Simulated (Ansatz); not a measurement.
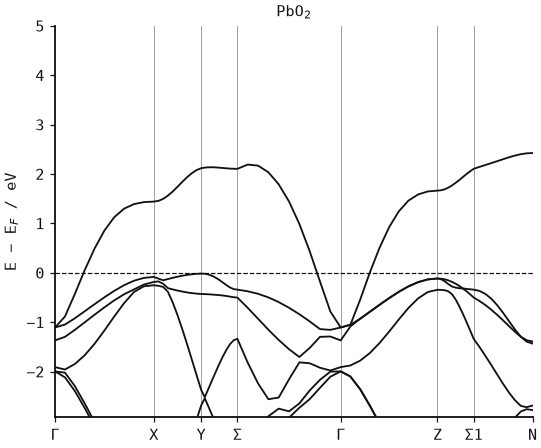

Band structure. Energies are counted from the Fermi level. The path runs straight from each named point to the next.

System: PbO$_{2}$, space group I4/mmm, 3 atoms in the primitive cell, strain z of 0.02.

```cif
data_structure
_symmetry_space_group_name_H-M 'I4/mmm'
_symmetry_Int_Tables_number 139
_cell_length_a 3.8212
_cell_length_b 3.8212
_cell_length_c 5.5121
_cell_angle_alpha 90.000
_cell_angle_beta 90.000
_cell_angle_gamma 90.000
_cell_volume 80.48
loop_
_atom_site_label
_atom_site_type_symbol
_atom_site_symmetry_multiplicity
_atom_site_Wyckoff_symbol
_atom_site_fract_x
_atom_site_fract_y
_atom_site_fract_z
_atom_site_occupancy
Pb1 Pb 2 a 0.00000 0.00000 0.00000 1
O1 O 4 d 0.50000 0.00000 0.25000 1
```

Computed with Ansatz 0.2.0: PBEsol, all-electron LAPW, no spin polarisation, no spin-orbit coupling, 9×9×9 k mesh, Fermi-Dirac smearing of 0.05 eV.

Question: Metal, semiconductor or insulator?

Answer: A metal: bands cross the Fermi level along this path.

Question: Which levels at Σ1 lie nearest to the Fermi level?

Answer: At Σ1 the nearest levels lie 0.34 eV below and 2.10 eV above the Fermi level.

Spin-orbit coupling is left out, which matters for Pb. The cell is at −8 GPa in this functional. The cell comes from a database of computed structures, and whether it is the stable form of this composition wasn't checked. Bands are joined in order of energy, so crossings between the computed points show as kinks or gaps. In reduced coordinates of the cell that was run, X is (−0.5, 0, −0.5), Y is (−0.5, −0.24, −0.74), Σ is (−0.37, −0.37, −0.74), Z is (0.5, 0.5, 0), Σ1 is (0.37, 0.37, −0.26) and N is (0, 0, −0.5).
